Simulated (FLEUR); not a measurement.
# Collinear magnetic orders of free-standing square V monolayer, spacing 3.216 A with FLEUR, part 2 of 3

Aim: find out whether free-standing square V monolayer, spacing 3.216 A carries moments, and which collinear order costs least.

FLEUR MaX-R8.1; PBE; all-electron FLAPW film, Dirac cores, scalar-relativistic bands.

So far, largest spin moment in the muffin-tin sphere (μB): step 2 (start 1: ferro +) 3.28; step 3 (start 2: antiferro q=(0,1/2,0) +-) 3.22.

## 4. Start 3: antiferro q=(1/2,1/2,0) +-

An opposed order shows whether neighbours prefer unlike signs.

This order needs a doubled cell of 2 atoms. The mesh is halved along the doubled vector, so that both cells sample the same points. The k list default-1 (kpts.xml, not shown) is a Γ-centred 4×8×1 mesh.

File inp.xml:

```
<?xml version="1.0" encoding="UTF-8" standalone="no"?>
<fleurInput fleurInputVersion="0.39">
   <comment>
      V
   </comment>
   <calculationSetup>
      <cutoffs Kmax="3.6" Gmax="10.8" GmaxXC="10.8" numbands="0"/>
      <scfLoop itmax="120" minDistance="0.00002" maxIterBroyd="15" imix="Anderson" alpha="0.03" precondParam="0.0" spinf="2.0" sdNocoIR="T"/>
      <coreElectrons ctail="T" frcor="F" kcrel="0" coretail_lmax="0"/>
      <xcFunctional name="pbe" relativisticCorrections="F"/>
      <magnetism jspins="2"/>
      <soc l_soc="F" theta="0.0" phi="0.0" spav="F"/>
      <expertModes spex="0" secvar="F"/>
      <geometryOptimization l_f="F" forcealpha="1.0" forcemix="BFGS" epsdisp="0.00001" epsforce="0.00001"/>
      <ldaU l_linMix="F" mixParam="0.05" spinf="1.0"/>
   </calculationSetup>
   <cell>
      <bzIntegration valenceElectrons="26.0" mode="hist" fermiSmearingEnergy="0.00110248">
         <kPointListSelection listName="default-1"/>
         <xi:include xmlns:xi="http://www.w3.org/2001/XInclude" href="kpts.xml"> </xi:include>
      </bzIntegration>
      <xi:include xmlns:xi="http://www.w3.org/2001/XInclude" href="sym.xml"> </xi:include>
      <filmLattice scale="1.0" dVac="6.4" dTilda="8.9">
         <bravaisMatrixFilm>
            <row-1>   12.1547184334272007     0.0000000000000000</row-1>
            <row-2>    6.0773592167136004     6.0773592167136004</row-2>
         </bravaisMatrixFilm>
         <vacuumEnergyParameters vacuum="1" spinUp="-.25" spinDown="-.25"/>
      </filmLattice>
   </cell>
   <atomSpecies>
      <species name="Vanadium (1.500" element="V" atomicNumber="23">
         <mtSphere radius="2.8" gridPoints="925" logIncrement="0.013"/>
         <atomicCutoffs lmax="10" lnonsphr="8"/>
         <electronConfig flipSpins="F">
            <coreConfig>(1s1/2) (2s1/2) (2p1/2) (2p3/2)</coreConfig>
            <valenceConfig>(3s1/2) (3p1/2) (3p3/2) (4s1/2) (3d3/2) (3d5/2)</valenceConfig>
            <stateOccupation state="(3d3/2)" spinUp="0.6" spinDown="0.6"/>
            <stateOccupation state="(3d5/2)" spinUp="1.65" spinDown="0.15"/>
         </electronConfig>
         <energyParameters s="4" p="4" d="3" f="4"/>
         <lo type="SCLO" l="0" n="3" eDeriv="0"/>
         <lo type="SCLO" l="1" n="3" eDeriv="0"/>
      </species>
      <species name="Vanadium (-1.500" element="V" atomicNumber="23">
         <mtSphere radius="2.8" gridPoints="925" logIncrement="0.013"/>
         <atomicCutoffs lmax="10" lnonsphr="8"/>
         <electronConfig flipSpins="F">
            <coreConfig>(1s1/2) (2s1/2) (2p1/2) (2p3/2)</coreConfig>
            <valenceConfig>(3s1/2) (3p1/2) (3p3/2) (4s1/2) (3d3/2) (3d5/2)</valenceConfig>
            <stateOccupation state="(3d3/2)" spinUp="0.6" spinDown="0.6"/>
            <stateOccupation state="(3d5/2)" spinUp="0.15" spinDown="1.65"/>
         </electronConfig>
         <energyParameters s="4" p="4" d="3" f="4"/>
         <lo type="SCLO" l="0" n="3" eDeriv="0"/>
         <lo type="SCLO" l="1" n="3" eDeriv="0"/>
      </species>
   </atomSpecies>
   <atomGroups>
      <atomGroup species="Vanadium (1.500">
         <filmPos label="                   1">.0000000000 .0000000000 .0000000000</filmPos>
         <force calculate="T" relaxXYZ="TTT"/>
      </atomGroup>
      <atomGroup species="Vanadium (-1.500">
         <filmPos label="                   2">1.000/2.000 .0000000000 .0000000000</filmPos>
         <force calculate="T" relaxXYZ="TTT"/>
      </atomGroup>
   </atomGroups>
   <output dos="F" band="F" slice="F">
      <bandDOS minEnergy="-.5*Htr" maxEnergy="0.5*Htr" sigma="0.015" storeEVData="T"/>
      <plotting iplot="0" polar="F">
         <plot TwoD="T" vec1="  1.0  0.0  0.0" vec2="  0.0  1.0  0.0" vec3="  0.0  0.0  1.0" zero="  0.0  0.0 -0.5" file="plot"/>
      </plotting>
      <moessbauerParams electricFieldGradient="F" isomerShift="F" coreHyperfine="F" valenceHyperfine="F"/>
   </output>
</fleurInput>
```

File crystal.txt:

```
V
&input film=T cartesian=F /
6.43200000000  0.00000000000  0.00000000000
3.21600000000  3.21600000000  0.00000000000
0.00000000000  0.00000000000  1.00000000000
1.8897261246
1.0 1.0 1.0

2
23 0.00000000000  0.00000000000  0.00000000000 : 1.500
23 0.50000000000  0.00000000000  0.00000000000 : -1.500

&kpt div1=4 div2=8 div3=1 gamma=T /
```

Command:

```bash
$ OMP_NUM_THREADS=1 inpgen -f crystal.txt > inpgen.log  # inp.xml is then edited as shown
$ OMP_NUM_THREADS=1 mpirun -n 2 fleur_MPI > fleur.log
```

The program printed:

```text
[banner, memory and clock lines left out]
Welcome to FLEUR        (www.flapw.de)
      MaX-Release 8.1          (www.max-centre.eu)

 ========== k-point set info ==========
 Selected k-point list: default-1
 k-point list type: mesh
 0 x 0 x 0
 Number of k points: 14

 [... set-up left out ...]
 Iteration:     1   Distance:      20.92115024 me/bohr^3
 Iteration:     2   Distance:      19.86516081 me/bohr^3
 Iteration:     3   Distance:       8.34512626 me/bohr^3
 Iteration:     4   Distance:       9.78386497 me/bohr^3
 Iteration:     5   Distance:       4.58597010 me/bohr^3
[...]
<sumOfEigenvalues value="    -1126.0421509926">
               <coreElectrons value="-1096.4754465857"/>
               <valenceElectrons value="-29.5667044068"/>
            </sumOfEigenvalues>
         [... left out ...]
            <freeEnergy value="-1898.3862646831"/>
            <extrapolationTo0K value="-1898.3857211378"/>
         </totalEnergy>
         <densityConvergence units="me/bohr^3">
            <chargeDensity spin="1" distance="0.0000059297"/>
            <chargeDensity spin="2" distance="0.0000054247"/>
            <overallChargeDensity distance="0.0000077719"/>
            <spinDensity distance="0.0000082930"/>
         </densityConvergence>
      </iteration>
```

The job ended after 66 s (2 MPI ranks of Arm Neoverse V2, shared host; peak memory 0.28 GiB; 2.2 min of CPU time).

Spin moment in the muffin-tin sphere by atom:

```tsv
atom	spin moment in the muffin-tin sphere (μB)
V1	3.02
V2	-3.02
```

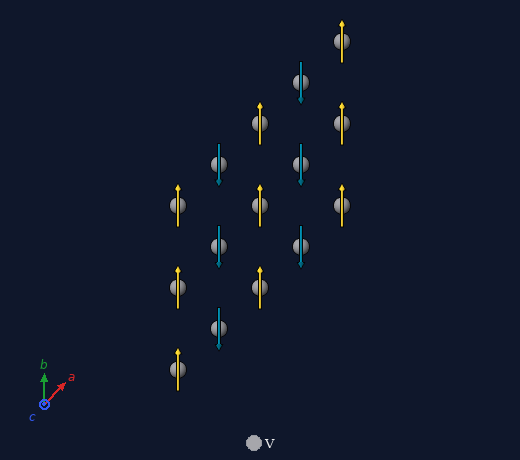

Spin moment in the muffin-tin sphere as arrows, the longest 3.02 μB. Up and down stand for the sign. Arrows give size and sign along the axis of quantisation, drawn up and down the page. The two directions have two colours. 2×2×1 cells are drawn. Some periodic images of atoms are drawn too.

This step gave:

```
free energy                                                       : -51657.7219 eV
program's band gap on this mesh (in a metal only a level spacing) : 0.04342 eV
magnetization                                                     : 0 μB
final state                                                       : antiferromagnetic
```

It lies 27.5 meV a seeded atom over the first start, and its largest moment is 3.02 μB against 3.28 μB.

## 5. Run 4 (no spin polarisation)

A spinless run gives the zero against which the gain from the moments is read.

The k list default-1 (kpts.xml, not shown) is a Γ-centred 8×8×1 mesh.

File inp.xml:

```
<?xml version="1.0" encoding="UTF-8" standalone="no"?>
<fleurInput fleurInputVersion="0.39">
   <comment>
      V
   </comment>
   <calculationSetup>
      <cutoffs Kmax="3.6" Gmax="10.8" GmaxXC="10.8" numbands="0"/>
      <scfLoop itmax="120" minDistance="0.00002" maxIterBroyd="15" imix="Anderson" alpha="0.03" precondParam="0.0" spinf="2.0" sdNocoIR="T"/>
      <coreElectrons ctail="T" frcor="F" kcrel="0" coretail_lmax="0"/>
      <xcFunctional name="pbe" relativisticCorrections="F"/>
      <magnetism jspins="1"/>
      <soc l_soc="F" theta="0.0" phi="0.0" spav="F"/>
      <expertModes spex="0" secvar="F"/>
      <geometryOptimization l_f="F" forcealpha="1.0" forcemix="BFGS" epsdisp="0.00001" epsforce="0.00001"/>
      <ldaU l_linMix="F" mixParam="0.05" spinf="1.0"/>
   </calculationSetup>
   <cell>
      <bzIntegration valenceElectrons="13.0" mode="hist" fermiSmearingEnergy="0.00110248">
         <kPointListSelection listName="default-1"/>
         <xi:include xmlns:xi="http://www.w3.org/2001/XInclude" href="kpts.xml"> </xi:include>
      </bzIntegration>
      <xi:include xmlns:xi="http://www.w3.org/2001/XInclude" href="sym.xml"> </xi:include>
      <filmLattice scale="1.0" dVac="6.4" dTilda="8.9">
         <bravaisMatrixFilm>
            <row-1>    6.0773592167136004     0.0000000000000000</row-1>
            <row-2>    0.0000000000000000     6.0773592167136004</row-2>
         </bravaisMatrixFilm>
         <vacuumEnergyParameters vacuum="1" spinUp="-.25" spinDown="-.25"/>
      </filmLattice>
   </cell>
   <atomSpecies>
      <species name="Vanadium (V)" element="V" atomicNumber="23">
         <mtSphere radius="2.8" gridPoints="925" logIncrement="0.013"/>
         <atomicCutoffs lmax="10" lnonsphr="8"/>
         <electronConfig flipSpins="F">
            <coreConfig>(1s1/2) (2s1/2) (2p1/2) (2p3/2)</coreConfig>
            <valenceConfig>(3s1/2) (3p1/2) (3p3/2) (4s1/2) (3d3/2) (3d5/2)</valenceConfig>
            <stateOccupation state="(3d3/2)" spinUp="0.600000" spinDown="0.600000"/>
            <stateOccupation state="(3d5/2)" spinUp="0.900000" spinDown="0.900000"/>
         </electronConfig>
         <energyParameters s="4" p="4" d="3" f="4"/>
         <lo type="SCLO" l="0" n="3" eDeriv="0"/>
         <lo type="SCLO" l="1" n="3" eDeriv="0"/>
      </species>
   </atomSpecies>
   <atomGroups>
      <atomGroup species="Vanadium (V)">
         <filmPos label="                   1">.0000000000 .0000000000 .0000000000</filmPos>
         <force calculate="T" relaxXYZ="TTT"/>
      </atomGroup>
   </atomGroups>
   <output dos="F" band="F" slice="F">
      <bandDOS minEnergy="-.5*Htr" maxEnergy="0.5*Htr" sigma="0.015" storeEVData="T"/>
      <plotting iplot="0" polar="F">
         <plot TwoD="T" vec1="  1.0  0.0  0.0" vec2="  0.0  1.0  0.0" vec3="  0.0  0.0  1.0" zero="  0.0  0.0 -0.5" file="plot"/>
      </plotting>
      <moessbauerParams electricFieldGradient="F" isomerShift="F" coreHyperfine="F" valenceHyperfine="F"/>
   </output>
</fleurInput>
```

File crystal.txt:

```
V
&input film=T cartesian=F /
3.21600000000  0.00000000000  0.00000000000
0.00000000000  3.21600000000  0.00000000000
0.00000000000  0.00000000000  1.00000000000
1.8897261246
1.0 1.0 1.0

1
23 0.00000000000  0.00000000000  0.00000000000

&kpt div1=8 div2=8 div3=1 gamma=T /
```

The program printed:

```text
[banner, memory and clock lines left out]
Welcome to FLEUR        (www.flapw.de)
      MaX-Release 8.1          (www.max-centre.eu)

 ========== k-point set info ==========
 Selected k-point list: default-1
 k-point list type: mesh
 0 x 0 x 0
 Number of k points: 16

 [... set-up left out ...]
 Iteration:     1   Distance:      12.45126247 me/bohr^3
 Iteration:     2   Distance:      11.32428044 me/bohr^3
 Iteration:     3   Distance:       5.81902726 me/bohr^3
 Iteration:     4   Distance:       5.56614942 me/bohr^3
 Iteration:     5   Distance:       4.59094791 me/bohr^3
[...]
<FermiEnergy value="-0.1480639762" units="Htr"/>
         [... left out ...]
         <totalEnergy value="     -949.1506258588" units="Htr">
            <sumOfEigenvalues value="     -564.1054849839">
               <coreElectrons value="-548.8547264935"/>
               <valenceElectrons value="-15.2507584903"/>
            </sumOfEigenvalues>
         [... left out ...]
            <freeEnergy value="-949.1513871057"/>
            <extrapolationTo0K value="-949.1510064822"/>
         </totalEnergy>
         <densityConvergence units="me/bohr^3">
            <chargeDensity spin="1" distance="0.0000018336"/>
         </densityConvergence>
      </iteration>
```

It took 15 s on 2 MPI ranks; peak memory 0.13 GiB.

Read from the output:

- free energy: -25827.7250 eV
- program's band gap on this mesh (in a metal only a level spacing): 0.01849 eV
- final state: non-magnetic (no spin polarisation)

It lies 1163 meV a seeded atom over the first start.

## 6. The states side by side

Free energies are divided by the number of seeded atoms, so that cells of unlike size compare. Wavevectors q in the names are fractions of the primitive cell's reciprocal vectors.

Orders:

```tsv
start	final state	typed order kept	energy over the lowest (meV a seeded atom)	largest sphere moment (μB)	net moment (μB a primitive cell)	mesh matched	CPU time (s)
ferro +	ferromagnetic	yes	56.29	3.275	3.844	yes	61.2
antiferro q=(0,1/2,0) +-	antiferromagnetic	yes	0	3.217	0	yes	171.2
antiferro q=(1/2,1/2,0) +-	antiferromagnetic	yes	83.8	3.024	0	yes	131.9
no spin polarisation	non-magnetic	-	1220	0	0	yes	29.35
```

(Part 2 of 3 ends here.)

[Logs and program files are shortened in this print: banners, set-up blocks, solver, clock and traceback lines can be left out without a mark of their own.]

[Logs are printed without paths, hosts, clocks, repeated set-up lines and the standing remarks that a program may print on its own settings, such as how far it seeks lower states.]

[Hosts, paths, dates, database ids (printed as entryN), source tags and the programs' standing remarks are cut or masked in the printed files.]

[Where a cell is said to come from a database of computed structures, the database is the Materials Project.]
